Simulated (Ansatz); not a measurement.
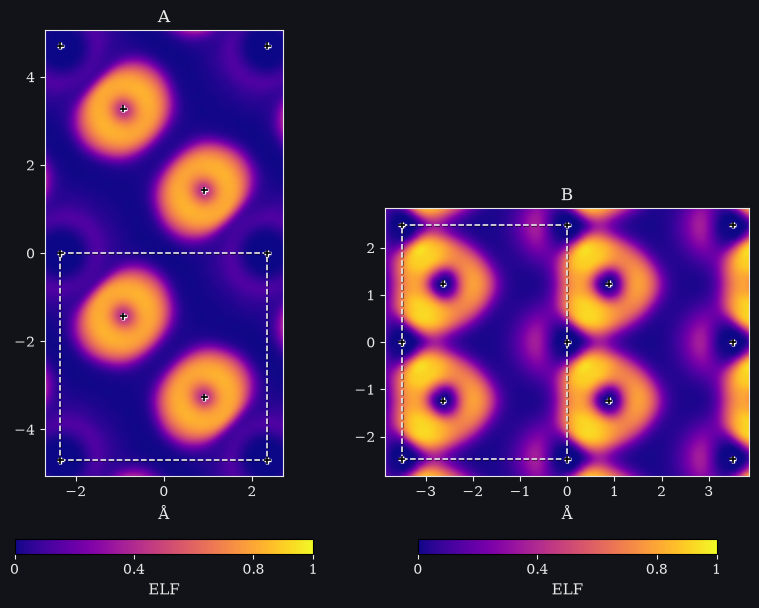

The electron localisation function of 2 systems, each on a plane through atoms (crosses mark nuclei in the plane).

The calculation used DFT, r2SCAN, plane waves, PAW in Ansatz.

System 1: ZnF2, the (001) plane of the conventional cell. Space group P4₂/mnm; started from the measured structure prototype, which need not be the ambient phase; changed on purpose from its base cell (uniaxial z strain +4.9%); computed pressure about −6 GPa in this cell.

```yaml
crystal:
  lattice:
    - [4.70336, 0.00000, 0.00000]
    - [0.00000, 4.70336, 0.00000]
    - [0.00000, 0.00000, 3.27875]
  atoms:
    - { symbol: Zn, position: [0.00000, 0.00000, 0.00000] }
    - { symbol: Zn, position: [0.50000, 0.50000, 0.50000] }
    - { symbol: F, position: [0.30423, 0.30423, 0.00000] }
    - { symbol: F, position: [0.19577, 0.80423, 0.50000] }
    - { symbol: F, position: [0.69577, 0.69577, 0.00000] }
    - { symbol: F, position: [0.80423, 0.19577, 0.50000] }
```

System 2: BN, the (011) plane of the conventional cell. Space group F-43m; started from the measured structure prototype, which need not be the ambient phase; changed on purpose from its base cell (hydrostatic strain -2.8%); computed pressure about 39 GPa in this cell.

```cif
data_structure
_symmetry_space_group_name_H-M 'P 1'
_symmetry_Int_Tables_number 1
_cell_length_a 3.5093
_cell_length_b 3.5093
_cell_length_c 3.5093
_cell_angle_alpha 90.000
_cell_angle_beta 90.000
_cell_angle_gamma 90.000
_cell_volume 43.22
loop_
_atom_site_label
_atom_site_type_symbol
_atom_site_fract_x
_atom_site_fract_y
_atom_site_fract_z
_atom_site_occupancy
B1 B 0.50000 0.50000 0.00000 1
B2 B 0.00000 0.50000 0.50000 1
B3 B 0.00000 0.00000 0.00000 1
B4 B 0.50000 0.00000 0.50000 1
N1 N 0.25000 0.75000 0.25000 1
N2 N 0.75000 0.75000 0.75000 1
N3 N 0.75000 0.25000 0.25000 1
N4 N 0.25000 0.25000 0.75000 1
```

Match each panel to its system.

Answer. Panel A is system 1, ZnF2: the plane holds Zn and F. Zn–F (2.02 Å): the ELF peaks at about 0.80 in the valence shell of F, 0.6 Å from its nucleus, and is about 0.15 at the midpoint: no shared electron pair shows on this line. Panel B is system 2, BN: the plane holds B and N. B–N (1.52 Å): the ELF peaks at about 0.95 between the atoms; a shared but strongly polarised pair.
